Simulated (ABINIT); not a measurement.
ZnS (F-43m): how ε∞ follows the gap

The empty bands of ZnS (F-43m) are shifted up rigidly by Δ, and ε∞ is computed for each shift.

Cell: a, b, c = 3.821, 3.821, 3.821 Å (primitive vectors), 2 atoms.

Method: ABINIT 10.8.3, LDA, independent particles, k-mesh 11×11×11, Lorentzian half width 0.04 eV.

Launch of the response step: `optic optic.abi`. The series took 2.4 min in all, its band step included, on 4 threads of AMD EPYC (Zen 3), with other jobs on the host.

| Δ (eV) | ε∞ |
| --- | --- |
| 0.00 | 6.660 |
| 0.40 | 6.277 |
| 0.80 | 5.948 |
| 1.20 | 5.663 |
| 1.60 | ? |
| 2.00 | 5.189 |

With one effective transition at E₀ and fixed dipole strength, ε∞ − 1 = A/(E₀ + Δ), so 1/(ε∞ − 1) is linear in Δ.

Working, on the rows shown:

| x = Δ (eV) | y = 1/(ε∞ − 1) |
| --- | --- |
| 0 | 0.176678 |
| 0.4 | 0.189502 |
| 0.8 | 0.202102 |
| 1.2 | 0.214454 |
| 2 | 0.23872 |

Means: x̄ = 0.88, ȳ = 0.20429. Σ(x − x̄)(y − ȳ) = 0.07339, Σ(x − x̄)² = 2.368. Slope = 0.07339 / 2.368 = 0.03099; intercept = ȳ − slope · x̄ = 0.17702. Turned back into ε∞, the line misses the rows shown by at most 0.011.

Predict the last column of the withheld row from the fit.

At x = 1.6 the line gives y = 0.2266, that is 5.413. The run gave 5.412, so the interpolation is off by 0.00097, 0.1 % of the range in the table.

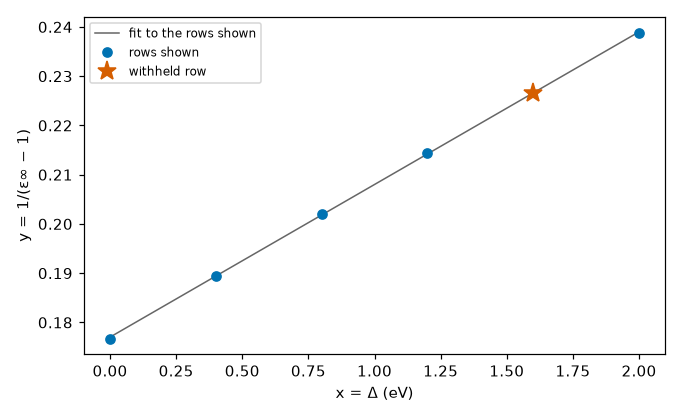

Refitted with all rows, the slope is 0.031 and the intercept 0.17702. These give E₀ = intercept/slope = 5.7 eV, far above the least direct gap of 1.86 eV: most of the screening comes from transitions well over the edge. Over the first step ε∞ falls by 14 % per eV. The cell comes from an older database entry, whose edges can be off by a per cent or so. Excitons are left out and so are local fields; LDA gaps are as a rule too small. The values come from a sum over the points of one k-mesh and carry its error, which grows as the direct gap shrinks.
